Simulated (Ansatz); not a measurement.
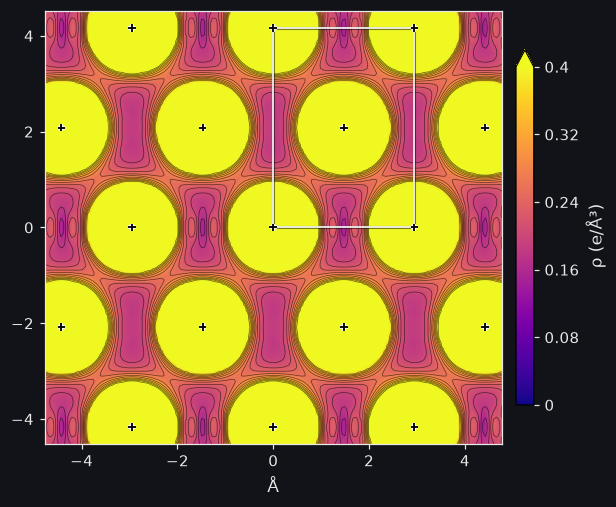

The valence charge density (pseudo) on a plane through atoms (crosses mark nuclei in the plane).

These are results of DFT r2SCAN, scalar-relativistic, plane waves, PAW in Ansatz 0.2.0, not measurements.

Candidates:
A. ZnCu, a = 2.95 Å, b = 2.95 Å, c = 2.95 Å, α = 90.00°, β = 90.00°, γ = 90.00°. Space group Pm-3m; changed on purpose from its base cell (volume × 1.03); computed pressure about −4 GPa in this cell; computed without spin polarisation.
B. Ti, a = 2.94 Å, b = 2.94 Å, c = 4.64 Å, α = 90.00°, β = 90.00°, γ = 120.00°. Space group P6₃/mmc; computed without spin polarisation.

### Which system is this?

Candidate A: ZnCu on the (110) plane of the conventional cell, which holds Zn and Cu. Zn–Cu (2.55 Å): the density is about 0.26 e/Å³ at the midpoint.
